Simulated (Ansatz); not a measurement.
Mg$_{5}$O$_{4}$ (slab)

The calculation's input:

```
crystal:
  lattice:
    - [2.9728306127, 0.0, 0.0]
    - [-1.4864153063, 2.5745468317, 0.0]
    - [0.0, 0.0, 24.7092241237]
  atoms:
    - { symbol: Mg, position: [0.6666666667, 0.3333333333, 0.3035303724] }
    - { symbol: O, position: [0.0, 0.0, 0.3526477793] }
    - { symbol: Mg, position: [0.3333333333, 0.6666666667, 0.4017651862] }
    - { symbol: O, position: [0.6666666667, 0.3333333333, 0.4508825931] }
    - { symbol: Mg, position: [0.0, 0.0, 0.5] }
    - { symbol: O, position: [0.3333333333, 0.6666666667, 0.5491174069] }
    - { symbol: Mg, position: [0.6666666667, 0.3333333333, 0.5982348138] }
    - { symbol: O, position: [0.0, 0.0, 0.6473522207] }
    - { symbol: Mg, position: [0.3333333333, 0.6666666667, 0.6964696276] }
basis:
  ecutwfc: 500
kpoints:
  mp_grid: { grid: [9, 9, 1] }
hamiltonian:
  xc: r2scan
scf:
  occupations: { method: gaussian, width: 0.05 }
output:
  forces: true
  stress: true
  eigenvalues: true
  write_density: true
  write_potential: true
  elf: true
  volumetric_format: npy
efield:
  axis: 3
  dipole_correction: true
  ramp_width: 0.04
```

Command:

```sh
ansatz run input.yaml --threads 1 --pin off --max-ram 2560MiB --backend cpu --events-out ev --progress --plain --runs-dir out
```

Not relaxed (largest force 0.6 eV/Å).

These are results of DFT r2SCAN, scalar-relativistic, plane waves, PAW (Ansatz 0.2.0), not measurements.

What can the converged valence pseudo-density and electron localisation function tell about the bonding?

Answer. Mg–O (2.10 Å): ρ at the midpoint is about 0.34 e/Å³; the ELF peaks at about 0.85 in the valence shell of O, 0.6 Å from its nucleus, and is about 0.35 at the midpoint.

Metal or insulator at this level of theory?

Answer. It is metallic or semimetallic at this level of theory: no gap opens.

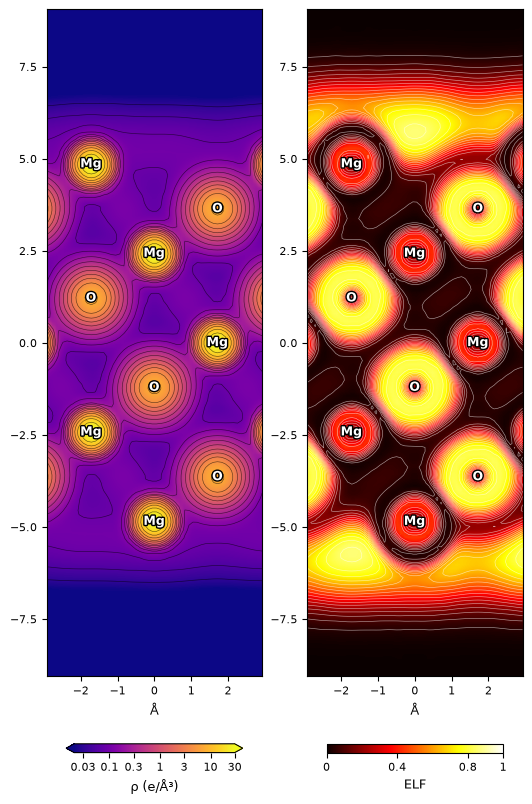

Computed valence pseudo-density and electron localisation function on the (110) plane of the calculation cell, a cut from vacuum to vacuum, in this order. 

In a PAW calculation such maps are meaningful between the atoms, not at the nuclei.
